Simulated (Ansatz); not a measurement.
**Run report: MoTe₂, geometry relaxation**

System: MoTe₂ (P6₃/mmc, 6 atoms in the cell).
Method: DFT PBEsol, scalar-relativistic, plane waves, PAW, no spin polarisation (Ansatz 0.2.0).

The structure derives from a Materials Project entry. Figures and captions count atoms from 1; the log counts them from 0 in places.

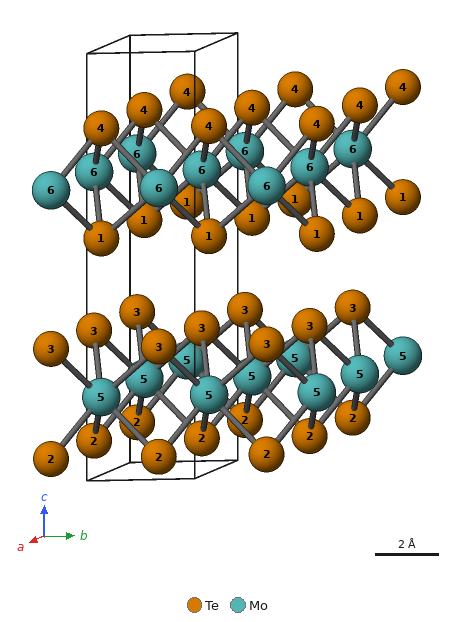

The starting structure (ball-and-stick view of the cell of the calculation, repeated 3 × 3 × 1, seen slightly off an axis; atoms are numbered from 1 in the order of the input). Near neighbours in the crystal (not all of them lie inside the picture): Te has 3 Mo at 2.71 Å; Mo has 6 Te at 2.71 Å.

**Input file**
```yaml
crystal:
  lattice:
    - [3.4941840767, 0.0, 0.0]
    - [-1.7470920384, 3.0260521759, 0.0]
    - [0.0, 0.0, 14.0056277561]
  atoms:
    - { symbol: Te, position: [0.3333333333, 0.6666666667, 0.6211204791] }
    - { symbol: Te, position: [0.6666666667, 0.3333333333, 0.1211204791] }
    - { symbol: Te, position: [0.6666666667, 0.3333333333, 0.3788795209] }
    - { symbol: Te, position: [0.3333333333, 0.6666666667, 0.8788795209] }
    - { symbol: Mo, position: [0.3333333333, 0.6666666667, 0.25] }
    - { symbol: Mo, position: [0.6666666667, 0.3333333333, 0.75] }
basis:
  ecutwfc: 420
kpoints:
  mp_grid: { grid: [12, 12, 2] }
hamiltonian:
  xc: pbesol
scf:
  occupations: { method: gaussian, width: 0.02 }
output:
  forces: true
  stress: true
  eigenvalues: true
  write_density: true
  write_potential: true
  elf: true
  volumetric_format: npy
relax:
  adjacent_minimum: "off"
  f_tol: 0.005
  max_steps: 80
  cell: { stress_tol: 0.05 }
```

Command:
```bash
ansatz run input.yaml --threads 1 --pin off --max-ram 2560MiB --backend cpu --events-out ev --progress --plain --runs-dir out
```

**The program's output**
```
Engine: ansatz 0.2.0, aarch64-unknown-linux-gnu
Pseudopotentials: kind: paw
Pseudopotential: Te, paw, valence charge 16, recommended cutoff 420 eV (normal), Te.paw.azcp
Pseudopotential: Mo, paw, valence charge 14, recommended cutoff 420 eV (normal), Mo.paw.azcp
Functional definition: PBEsol
  exchange = pbesol_x
  correlation = pbesol_c
Crystal: 6 atoms, lattice volume = 148.090 Å³
Basis set: ecut = 420 eV, 2849 PW (Γ), exchange–correlation on 48×48×192 points (8 copies of the dense FFT grid, shifted against one another)
Bands: 56, of which v1, the nominal top of the filled ones, is band 46 counted from 1 (45 counted from 0)
Symmetry: 24 space group operations
Space group: P63/mmc (ITA 194), of the structure as read, at distance tolerance 5.3e-5 Å
k-points: 38 of 288
Non-local potential: Te, projectors of the file, l = 0: 2, l = 1: 2, l = 2: 2, l = 3: 2
Non-local potential: Mo, projectors of the file, l = 0: 3, l = 1: 2, l = 2: 2, l = 3: 1
PAW form: soft (Blöchl's): semilocal exchange-correlation on the pseudo side does not see the compensation charge
PAW frozen core: Te, regenerated for the run's functional, and the local potential with it (the file was generated under x = pbe(κ = 0.804, μ = 0.2195149727645171), c = pbe(β = 0.06672455060314922))
PAW frozen core: Mo, regenerated for the run's functional, and the local potential with it (the file was generated under x = pbe(κ = 0.804, μ = 0.2195149727645171), c = pbe(β = 0.06672455060314922))
PAW one-centre angular grid: Te, 590 points (default); XC on 64 Gauss nodes
PAW one-centre angular grid: Mo, 590 points (default); XC on 64 Gauss nodes
Initial density: superposition of atomic densities (neutral atoms: chi_scale 0, normalization atom), corrected by the library's trained network
Initial wavefunctions: pseudopotential atomic-orbital guess
Functional: x = pbesol(κ = 0.804, μ = 0.12345679012345678), c = pbesol(β = 0.046)
SCF iter   1: F=—  HF=-37402.714948 eV  |F-HF|=—  |Δ(HF+E_count)|=         —  Δρ=5.54e-3  dr2=3.57e-2  ethr=1.77e-3  ⟨swp⟩=7.8  Hψ=8351  notcnv=0  defer=2
preconditioner: auto → Resta (q_TF=auto, 2.520 Å⁻¹)  ε∞=6.9  [insulator: Δε(μ)=0.770 eV  Ē_g=7.558 eV  σ=0.020 eV  W_gap=1.00  n_scr=52 (ndim 8)  ℏωp=18.3 eV  f_vac=0.021  D(μ)=0.00/eV (n_scr^D=0)  ε∞_Penn≈6.9]
SCF iter   2: F=—  HF=-37402.715656 eV  |F-HF|=—  |Δ(HF+E_count)|=   7.08e-4  Δρ=2.89e-3  dr2=1.11e-2  ethr=3.88e-5  ⟨swp⟩=2.8  Hψ=3548  notcnv=0  defer=108
SCF iter   3: F=—  HF=-37402.716158 eV  |F-HF|=—  |Δ(HF+E_count)|=   5.02e-4  Δρ=1.71e-3  dr2=2.06e-3  ethr=1.21e-5  ⟨swp⟩=2.0  Hψ=2554  notcnv=0  defer=108
SCF iter   4: F=—  HF=-37402.716910 eV  |F-HF|=—  |Δ(HF+E_count)|=   7.52e-4  Δρ=7.62e-4  dr2=4.18e-4  ethr=2.23e-6  ⟨swp⟩=1.6  Hψ=2120  notcnv=0  defer=108
SCF iter   5: F=—  HF=-37402.717108 eV  |F-HF|=—  |Δ(HF+E_count)|=   1.98e-4  Δρ=1.68e-4  dr2=4.21e-5  ethr=4.54e-7  ⟨swp⟩=2.1  Hψ=2678  notcnv=0  defer=108
SCF iter   6: F=—  HF=-37402.717160 eV  |F-HF|=—  |Δ(HF+E_count)|=   5.28e-5  Δρ=2.63e-5  dr2=1.05e-6  ethr=4.58e-8  ⟨swp⟩=2.0  Hψ=2654  notcnv=0  defer=108
SCF iter   7: F=—  HF=-37402.717161 eV  |F-HF|=—  |Δ(HF+E_count)|=   6.84e-7  Δρ=7.38e-6  dr2=1.27e-7  ethr=1.14e-9  ⟨swp⟩=2.1  Hψ=2755  notcnv=0  defer=108
SCF iter   8: F=-37402.717161 eV  HF=-37402.717161 eV  |F-HF|=2.18e-11  |Δ(HF+E_count)|=   2.81e-8  Δρ=1.11e-6  dr2=2.21e-9  ethr=1.09e-10  ⟨swp⟩=13.9  Hψ=13536  notcnv=0
SCF 1 converged in 8 iterations: F = -37402.717161 eV  dr2 = 2.21e-9
  greatest PAW one-centre occupation: 0.999 electrons in one spin orbital (limit 2), on the Mo atom at site 5 (counted from 0), in its partial waves of l = 0
relax step   1: F+E_penalty+E_count = -37402.71716119 eV  Δ(F+E_penalty+E_count) = +0.000e0 eV  max|allowed force component| = 2.845e-3 eV/Å  Δτ_max = 0.0000 Å  P = +0.012 GPa  Ω = 148.090 Å³  (8 SCF iters, dr2 threshold 1.00e-7 eV, accepted)
Initial density: handed on by an earlier stage of this run
Initial wavefunctions: pseudopotential atomic-orbital guess (no wavefunctions were taken with the density)
iter 1 solved again at ethr=1.11e-7 eV; its pass at ethr=3.10e-3 eV (dr2=1.02e-4 eV) is discarded
SCF iter   1: F=—  HF=-37402.717131 eV  |F-HF|=—  |Δ(HF+E_count)|=         —  Δρ=1.30e-6  dr2=3.20e-9  ethr=1.11e-7  ⟨swp⟩=4.0  Hψ=14345  notcnv=0
eigensolver tolerance schedule: the retry pair's looser diagonalisation over-reported the residual by 31912.04 of it (diagonalisation noise at an unbounded share of the residual, at the tolerance the schedule requests for it); recorded, not acted on — ethr = c·dr2/N_el stays at c = 1.0e-1
preconditioner: auto → Resta (q_TF=auto, 2.520 Å⁻¹)  ε∞=6.9  [insulator: Δε(μ)=0.772 eV  Ē_g=7.542 eV  σ=0.020 eV  W_gap=1.00  n_scr=52 (ndim 8)  ℏωp=18.3 eV  f_vac=0.015  D(μ)=0.00/eV (n_scr^D=0)  ε∞_Penn≈6.9]
SCF iter   2: F=—  HF=-37402.717161 eV  |F-HF|=—  |Δ(HF+E_count)|=   3.06e-5  Δρ=7.67e-7  dr2=1.00e-9  ethr=3.47e-12  ⟨swp⟩=3.6  Hψ=5734  notcnv=0
SCF iter   3: F=—  HF=-37402.717161 eV  |F-HF|=—  |Δ(HF+E_count)|=  1.24e-10  Δρ=4.49e-7  dr2=4.47e-10  ethr=1.09e-12  ⟨swp⟩=1.6  Hψ=2183  notcnv=0
SCF iter   4: F=—  HF=-37402.717161 eV  |F-HF|=—  |Δ(HF+E_count)|=  1.46e-10  Δρ=2.83e-7  dr2=2.76e-10  ethr=1.00e-12  ⟨swp⟩=2.8  Hψ=3564  notcnv=0
SCF iter   5: F=-37402.717161 eV  HF=-37402.717161 eV  |F-HF|=7.28e-12  |Δ(HF+E_count)|=  5.82e-11  Δρ=1.01e-7  dr2=1.86e-11  ethr=1.00e-12  ⟨swp⟩=5.6  Hψ=9646  notcnv=0
SCF 2 converged in 5 iterations: F = -37402.717161 eV  dr2 = 1.86e-11
relax step   2: F+E_penalty+E_count = -37402.71716119 eV  Δ(F+E_penalty+E_count) = -4.002e-10 eV  max|allowed force component| = 2.846e-3 eV/Å  Δτ_max = 0.0000 Å  P = +0.012 GPa  Ω = 148.090 Å³  stress off target by 2.91e-2 GPa  SCF on the basis re-selected at this cell (its energy is not comparable with the rows above)  (5 SCF iters)
```

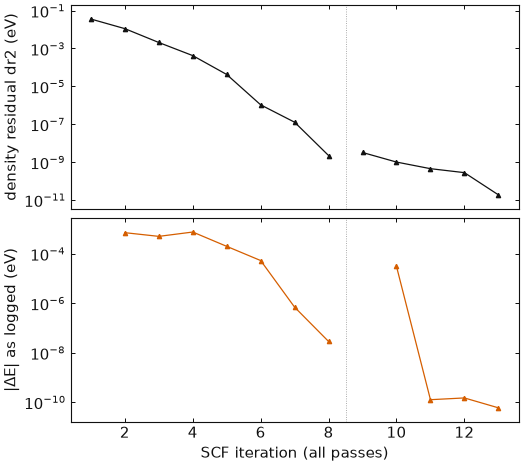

Convergence of the self-consistent field: density residual dr2 and size of the energy change against the SCF iteration. The dotted lines part the SCF passes of the relaxation: geometry steps, rejected trials and re-solves on a re-selected basis. The passes take 8 and 5 iterations.

```
basis re-selected at this cell: Δ(F+E_penalty+E_count) = -4.002e-10 eV, ΔP = -0.000 GPa vs the last step (what re-selecting the basis moved, of the pressure what is left beyond the Pulay correction that the steps carried, after the strain that the cell walked since its last selection, with what the two solves' SCF thresholds leave and, on support functions, any second-order correction that the steps lacked; it is no measure of the basis error at this ecutwfc). This SCF's stress stands 2.91e-2 GPa from its target on what of the cell is left free (relax.cell.stress_tol is 5.00e-2 GPa) and its largest allowed force component is 2.85e-3 eV/Å (relax.f_tol is 5.00e-3 eV/Å): within both
SCF converged after 5 iterations
Free energy (F): -37402.717161 eV
Harris-Foulkes:  -37402.717161 eV  (|F-HF|=7.28e-12)
Internal energy: -37402.717161 eV  (E = F + TS)
E sigma→0 (E₀):  -37402.717161 eV
Fermi energy:    12.868297 eV
--- Per-component energies (eV) ---
  E_band       = -1136.625974
  E_kinetic    = 1611.976236
  E_local      = -7380.269878  (includes V_loc(G=0)·N_el)
  E_nonlocal   = -939.181394
  E_hartree    = 4131.184520
  E_xc         = -861.028507
  E_vxc        = -877.315160  (∫ρ·V_xc dr)
  E_paw        = -24628.687080  (= ΣΔE_a)
  E_vpaw       = -1814.204641  (= ΣTr[D̂ρ^β])
  E_aug_tail   = -0.000627  (compensation charges beyond the density's cutoff)
  E_ewald      = -9338.628290
  E_core_change = 1.917859  (= ΣΔE_core)
  E_smearing   = -0.000000  (= −TS)
  E_closure    = 0.000000  (closes the sum)
  Σ components = -37402.717161   (vs F -37402.717161, Δ=0.00e0)
--- Forces (eV/Å), atoms counted from 1 ---
  atom   1  Te     0.00000000     0.00000000    -0.00284643
  atom   2  Te    -0.00000000    -0.00000000    -0.00284643
  atom   3  Te    -0.00000000    -0.00000000     0.00284643
  atom   4  Te     0.00000000     0.00000000     0.00284643
  atom   5  Mo     0.00000000     0.00000000     0.00000000
  atom   6  Mo    -0.00000000    -0.00000000     0.00000000
  max |Σ_I F_I| component: 1.85e-17 eV/Å
--- Stress (GPa, compression-positive) ---
        0.002958       0.000000       0.000000
        0.000000       0.002958       0.000000
        0.000000       0.000000       0.029126
  P = ⅓ Tr σ = 0.0117 GPa (0.117 kbar)
--- Band table (eV; the first three rows and the last of 38) ---
  k-point 0: bands = ["-48.1851", "-48.1851", "-24.1106", "-24.1106", "-24.1102", "-24.1102", "-24.0982", "-24.0982", "-24.0980", "-24.0980", "-24.0446", "-24.0446", "-24.0430", "-24.0430", "-24.0335", "-24.0335", "-24.0321", "-24.0321", "-24.0242", "-24.0227", "-24.0151", "-24.0136", "-22.3907", "-22.3907", "-22.2175", "-22.2175", "-22.2175", "-22.2175", "-0.6166", "-0.2974", "0.2437", "0.7441", "6.5529", "7.8505", "9.3231", "10.7082", "10.7082", "10.7226", "10.7226", "11.3934", "11.5019", "11.5019", "11.5351", "11.5351", "12.1275", "12.4831", "15.5151", "15.5151", "15.6454", "15.6454", "15.7469", "15.7469", "15.9971", "15.9971", "18.2475", "18.7610"]
  k-point 1: bands = ["-48.1851", "-48.1851", "-24.1104", "-24.1104", "-24.1104", "-24.1104", "-24.0981", "-24.0981", "-24.0981", "-24.0981", "-24.0439", "-24.0439", "-24.0439", "-24.0439", "-24.0328", "-24.0328", "-24.0328", "-24.0328", "-24.0235", "-24.0235", "-24.0143", "-24.0143", "-22.3907", "-22.3907", "-22.2175", "-22.2175", "-22.2175", "-22.2175", "-0.4940", "-0.4940", "0.5275", "0.5275", "7.0511", "7.0511", "10.4043", "10.4043", "10.7153", "10.7153", "10.7153", "10.7153", "11.5186", "11.5186", "11.5186", "11.5186", "12.3922", "12.3922", "15.5530", "15.5530", "15.5530", "15.5530", "15.8986", "15.8986", "15.8986", "15.8986", "18.6016", "18.6016"]
  k-point 2: bands = ["-48.1844", "-48.1844", "-24.1098", "-24.1095", "-24.1089", "-24.1085", "-24.0994", "-24.0992", "-24.0967", "-24.0964", "-24.0452", "-24.0449", "-24.0436", "-24.0436", "-24.0356", "-24.0343", "-24.0337", "-24.0322", "-24.0234", "-24.0221", "-24.0142", "-24.0128", "-22.3855", "-22.3855", "-22.2278", "-22.2278", "-22.2194", "-22.2194", "-0.5154", "-0.1975", "0.3186", "0.8099", "6.6654", "7.9577", "9.2765", "10.4817", "10.5058", "10.7886", "10.8093", "11.0989", "11.3655", "11.4059", "11.4253", "11.5057", "12.3572", "12.3902", "15.1292", "15.2413", "15.2739", "15.3999", "15.5039", "15.5598", "15.7615", "15.7987", "18.6848", "19.2026"]
  k-point 37: bands = ["-48.1735", "-48.1735", "-24.1168", "-24.1168", "-24.0921", "-24.0921", "-24.0851", "-24.0851", "-24.0845", "-24.0845", "-24.0644", "-24.0644", "-24.0517", "-24.0517", "-24.0392", "-24.0392", "-24.0389", "-24.0389", "-24.0157", "-24.0157", "-24.0005", "-24.0005", "-22.3422", "-22.3422", "-22.3053", "-22.3053", "-22.2963", "-22.2963", "1.9953", "1.9953", "2.1791", "2.1791", "7.6548", "7.6548", "7.8030", "7.8030", "8.4244", "8.4244", "8.8696", "8.8696", "9.7495", "9.7495", "10.5060", "10.5060", "12.3039", "12.3039", "13.5518", "13.5518", "14.1156", "14.1156", "14.9593", "14.9593", "16.2029", "16.2029", "17.5113", "17.5113"]
--- Relaxed structure (1 steps of the walk, 1 accepted, 1 SCFs on fresh bases) ---
  F+E_penalty+E_count = -37402.71716119 eV   max|allowed force component| = 2.846e-3 eV/Å   (the final SCF, on the basis selected at the relaxed cell)
  cell:  # Å, volume = 148.0897 Å³
    - [3.4941840766877177, 2.8867649014072746e-11, 0.0]
    - [-1.7470920383688586, 3.026052175896203, 0.0]
    - [0.0, 0.0, 14.0056277561]
  atoms:
    - { symbol: Te, position: [0.33333333333333337, 0.6666666666666666, 0.6211204791] }
    - { symbol: Te, position: [0.6666666666666666, 0.3333333333333333, 0.1211204791] }
    - { symbol: Te, position: [0.6666666666666666, 0.3333333333333333, 0.3788795209] }
    - { symbol: Te, position: [0.33333333333333337, 0.6666666666666666, 0.8788795209] }
    - { symbol: Mo, position: [0.33333333333333337, 0.6666666666666666, 0.25] }
    - { symbol: Mo, position: [0.6666666666666666, 0.3333333333333333, 0.75] }
```

**Trajectory as extended XYZ (Å, eV, eV/Å), 2 frames, from step=1 to step=2**
```
6
Lattice="3.4942 0.0000 0.0000 -1.7471 3.0261 0.0000 0.0000 0.0000 14.0056" Properties=species:S:1:pos:R:3:forces:R:3 step=1 energy=-37402.71716 pressure_GPa=0.01
Te    0.0000    2.0174    8.6992    0.0000   0.0000  -0.0028
Te    1.7471    1.0087    1.6964    0.0000   0.0000  -0.0028
Te    1.7471    1.0087    5.3064    0.0000   0.0000   0.0028
Te    0.0000    2.0174   12.3093    0.0000   0.0000   0.0028
Mo    0.0000    2.0174    3.5014    0.0000   0.0000   0.0000
Mo    1.7471    1.0087   10.5042    0.0000   0.0000   0.0000
6
Lattice="3.4942 0.0000 0.0000 -1.7471 3.0261 0.0000 0.0000 0.0000 14.0056" Properties=species:S:1:pos:R:3:forces:R:3 step=2 energy=-37402.71716 pressure_GPa=0.01
Te    0.0000    2.0174    8.6992    0.0000   0.0000  -0.0028
Te    1.7471    1.0087    1.6964    0.0000   0.0000  -0.0028
Te    1.7471    1.0087    5.3064    0.0000   0.0000   0.0028
Te    0.0000    2.0174   12.3093    0.0000   0.0000   0.0028
Mo    0.0000    2.0174    3.5014    0.0000   0.0000   0.0000
Mo    1.7471    1.0087   10.5042    0.0000   0.0000   0.0000
```

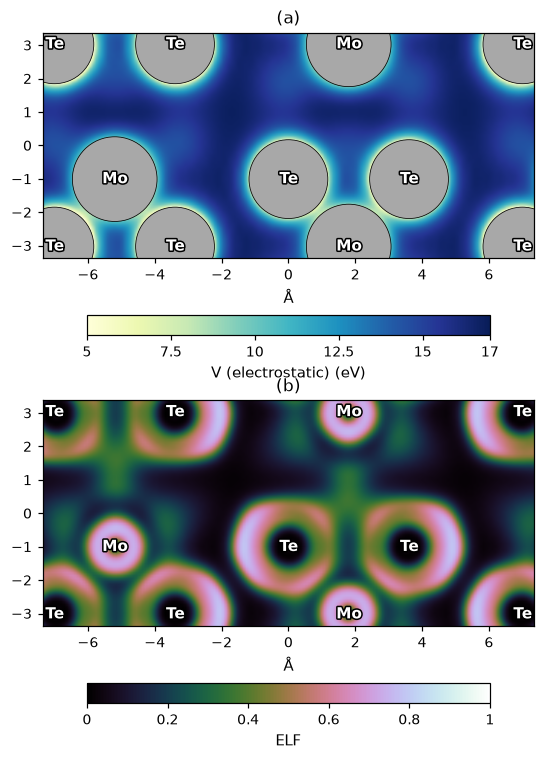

(a) electrostatic potential energy of an electron; (b) ELF on the (110) plane of the conventional cell. Grey discs, where drawn, cover atomic cores. Atoms in the plane: Te and Mo. Te–Mo (2.71 Å): the ELF is about 0.55 at the midpoint. The strong features right at Mo lie inside the PAW spheres (semicore, d or f shells) and say nothing about bonding. Outside the cores the potential energy rises away from the atoms and is highest about 2.6 Å from the nearest atoms; outside the discs it spans about 11 eV, and its zero is arbitrary. The fields are those of the smooth PAW valence density.

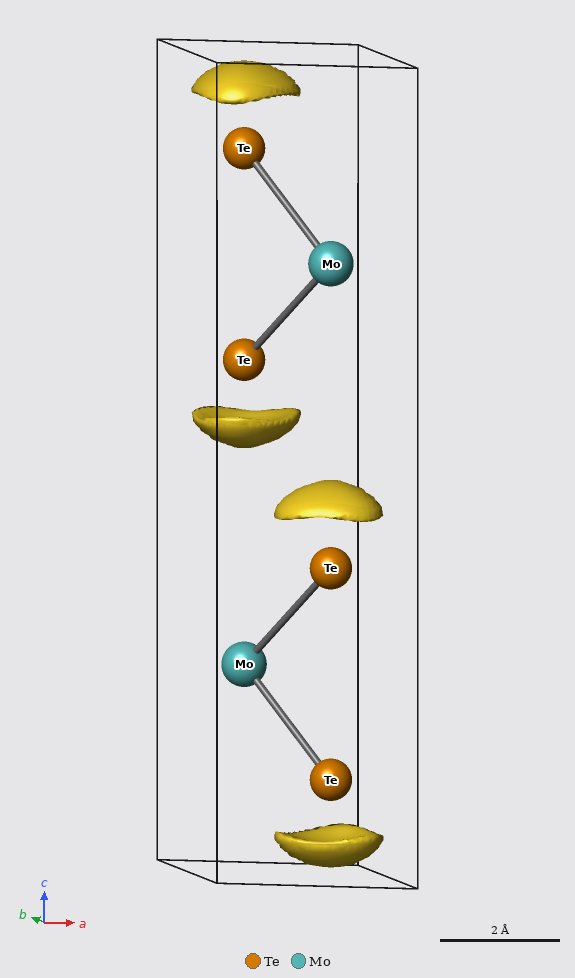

Isosurface of the electron localisation function at 0.7 (yellow), seen at an oblique angle. Only the valence region is drawn (cores and ρ < 0.01 e/Å³ removed). Sticks mark near contacts. The outline is the cell set on symmetry axes. Along the contacts the grid gives the following. Te–Mo (2.71 Å): the ELF is about 0.55 at the midpoint.

**Summary**

- outcome: converged
- space group (tolerance 0.01 Å): P6₃/mmc (194)
- electrons treated: 92
- free energy: −37402.7172 eV
- Fermi energy: 12.868 eV
- gap on the k-point mesh: 0.77 eV
- pressure: 0.01 GPa
- final volume: 148.09 Å³
- largest force (length of the vector) at the end: 0.003 eV/Å
- final cell: a = 3.494 Å, b = 3.494 Å, c = 14.006 Å, α = 90.00°, β = 90.00°, γ = 120.00°
- hardware: 1 thread of Arm Neoverse V2, 240 GiB of memory available, shared host
- wall time: 41 s
- peak memory: 0.61 GiB
